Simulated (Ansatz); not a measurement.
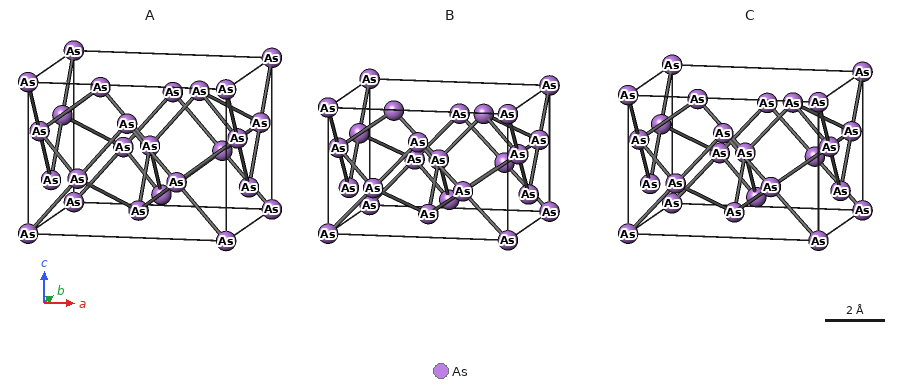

3 geometries from one relaxation of solid As (a generated structure, set up in I4_1/amd) (coarse preliminary run), in shuffled order. A ball-and-stick model of the conventional cell (2 times the calculation's cell), seen slightly off an axis. Lengths and directions refer to the drawn axes.

The calculation used Ansatz 0.2.0, DFT PBE, scalar-relativistic, plane waves, PAW. Settings: plane-wave cutoff 420 eV; k-point mesh 6 × 6 × 6; occupations gaussian; smearing width 0.1 eV; no spin polarisation; cell and atoms relaxed; force threshold 0.04 eV/Å; at most 70 steps.

Order the frames from highest to lowest energy.

Answer. B, C, A. They are steps 0, 2, 10, at +1036 meV per atom, +185 meV per atom relative to the last. The energy falls by 1036 meV per atom in 8 accepted moves (10 points after the start). All forces vanish by symmetry, so only the cell relaxes. Pressure: 65.47 GPa at the start and 0.00 GPa at the end. At 2 points the geometry stayed and the basis and grid were re-selected for the new cell (energy shift of 16.8 meV per atom at most each time). No atom moves by more than 0.005 Å relative to the cell. The volume changes by +45.6 %, with a = b 6.312 → 6.949 Å (+10.1 %), c 4.371 → 5.250 Å (+20.1 %). Among the contacts that change: As–As 3.155 → 3.713 Å, As–As 2.275 → 2.626 Å, As–As 3.156 → 3.475 Å, As–As 2.485 → 2.786 Å. Bond angles that change, for instance: As–As–As 87.8° → 82.9°, As–As–As 82.9° → 86.6°, As–As–As 97.1° → 93.4°. The space group stays I4_1/amd (No. 141). Cost: 97 s on 1 thread of Intel(R) Xeon(R) Platinum 8488C (Sapphire Rapids) (shared host), peak memory 0.54 GiB.
